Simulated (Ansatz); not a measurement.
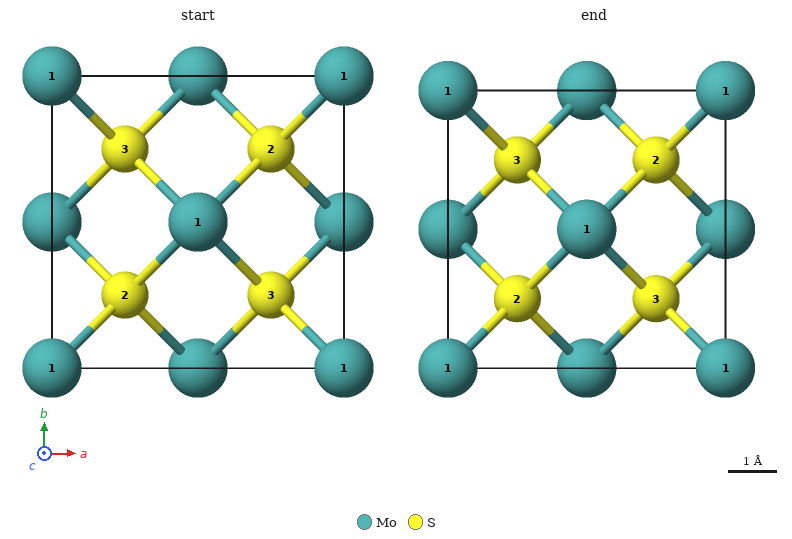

The structure of crystalline MoS2 (built on the CaF2-225 type type) before (left) and after (right) a relaxation, at one scale.

The picture is a ball-and-stick view of the conventional cell (4 times the calculation's cell), seen along the c axis. Lengths and directions refer to the drawn axes.

Level of theory: Ansatz, DFT, PBEsol, plane waves, PAW.

Input
```yaml
crystal:
  lattice:
    - [0.0, 3.05315194, 3.05315194]
    - [3.05315194, 0.0, 3.05315194]
    - [3.05315194, 3.05315194, 0.0]
  atoms:
    - { symbol: Mo, position: [0.0, 0.0, 0.0] }
    - { symbol: S, position: [0.75, 0.75, 0.75] }
    - { symbol: S, position: [0.25, 0.25, 0.25] }
kpoints:
  mp_grid: { grid: [6, 6, 6] }
hamiltonian:
  xc: pbesol
scf:
  occupations: { method: fermi_dirac, width: 0.03 }
relax:
  f_tol: 0.01
  cell: {}
  max_steps: 120
```

Run as
```bash
ansatz run input.yaml --threads 2 --pin off --max-ram 29491MiB --backend cpu --events-out ev --progress --plain --runs-dir out
```

**Describe what moved and what it gained.**

No atom moves by more than 0.005 Å relative to the cell. Cell: a = b = c 6.106 → 5.803 Å (−5.0 %). Volume −14.2 %. Some distances before and after: Mo1–S2 2.644 → 2.513 Å. The space group stays Fm-3m (No. 225). Over 3 accepted moves (4 points after the start) the energy falls by 163 meV per atom. All forces vanish by symmetry, so only the cell relaxes. Pressure: −16.92 GPa at the start and 0.00 GPa at the end. The SCF was repeated once at an unchanged geometry on a basis and grid sized afresh for the cell, which shifted the energy by 0.2 meV per atom at most.
